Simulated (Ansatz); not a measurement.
**SnO₂: density, localisation and related maps**

The calculation's input:

```
crystal:
  lattice:
    - [-2.0000686112, 2.0000686112, 5.1236788559]
    - [2.0000686112, -2.0000686112, 5.1236788559]
    - [2.0000686112, 2.0000686112, -5.1236788559]
  atoms:
    - { symbol: Sn, position: [0.0, 0.0, 0.0] }
    - { symbol: Sn, position: [0.75, 0.25, 0.5] }
    - { symbol: O, position: [0.54652259, 0.04652259, 0.5] }
    - { symbol: O, position: [0.20347741, 0.20347741, 0.0] }
    - { symbol: O, position: [0.95347741, 0.45347741, 0.5] }
    - { symbol: O, position: [0.79652259, 0.79652259, 0.0] }
hamiltonian:
  xc: pbesol
  pseudopotentials: { kind: paw }
kpoints:
  mp_grid: { grid: [9, 9, 9] }
scf:
  occupations: { method: fermi_dirac, width: 0.05 }
output:
  forces: true
  stress: true
  eigenvalues: true
  write_density: true
  write_potential: true
  elf: true
  volumetric_format: npy
relax:
  f_tol: 0.01
  max_steps: 40
  cell: { stress_tol: 0.05 }
```

Command:

```sh
ansatz run input.yaml --threads 2 --pin off --max-ram 5632MiB --backend cpu --events-out ev --progress --plain --runs-dir out
```

Below, planes, directions and counts refer to the conventional cell (a = 4.01 Å, b = 4.01 Å, c = 10.25 Å, α = 90.00°, β = 90.00°, γ = 90.00°).

The fields are those of the run's last geometry, not of the input's.

Space group I4₁/amd; a structure from a database of computed crystals, not necessarily the ambient phase.

These are results of Kohn-Sham DFT of a periodic cell, PBEsol, Ansatz PAW (Ansatz 0.2.0), not measurements.

The density is the valence pseudo-density of a PAW calculation; it isn't the true density close to the nuclei.

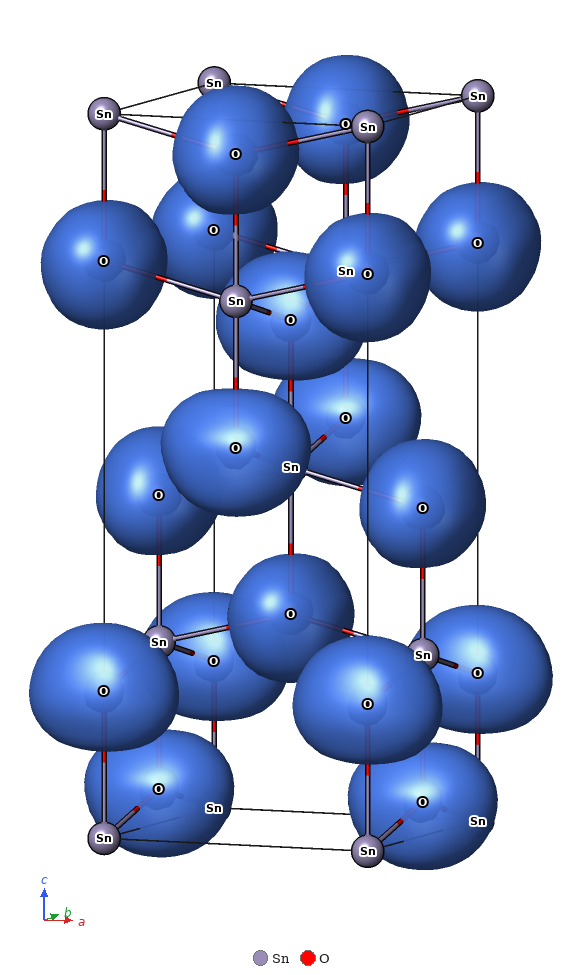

Figure 1. Isosurface of the electron localisation function at 0.6 (blue), seen slightly off an axis. Only the valence region is drawn (cores and ρ < 0.01 e/Å³ removed). Sticks mark near contacts.

Describe the localisation domains.

Answer. At this value the surface marks out eight regions wrapped around O (the valence shell of each), counted in one cell of 12 atoms. Any copies at cell faces, edges or corners count once. Along the contacts the grid gives the following. Sn–O (2.06 Å): the ELF peaks at about 0.80 in the valence shell of O, 0.6 Å from its nucleus, and is about 0.25 at the midpoint (no localised pair shows between them).

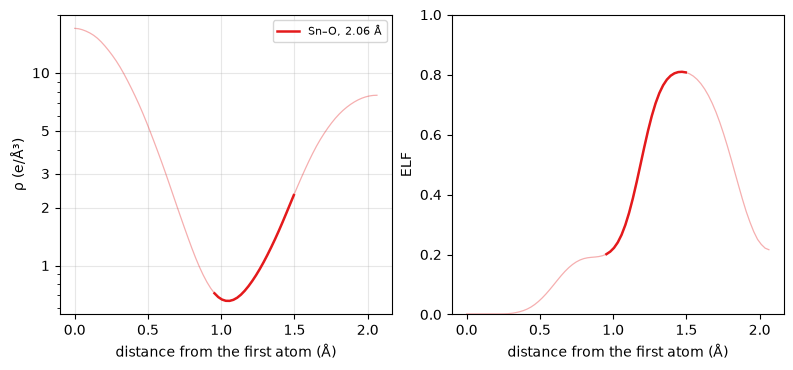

Figure 2. Valence charge density (pseudo) and ELF along straight lines between neighbouring atoms. Thin, pale parts lie inside the atomic spheres.

What can be read from the curves?

Answer. Sn–O (2.06 Å): the density is about 0.66 e/Å³ at the midpoint; the ELF peaks at about 0.80 in the valence shell of O, 0.6 Å from its nucleus, and is about 0.25 at the midpoint; no localised pair shows between them.

Metal or insulator at this level of theory?

Answer. It is gapped, with a Kohn–Sham gap of 1.5 eV on the k-point mesh (the band edges may lie off the mesh, which would make the gap smaller).
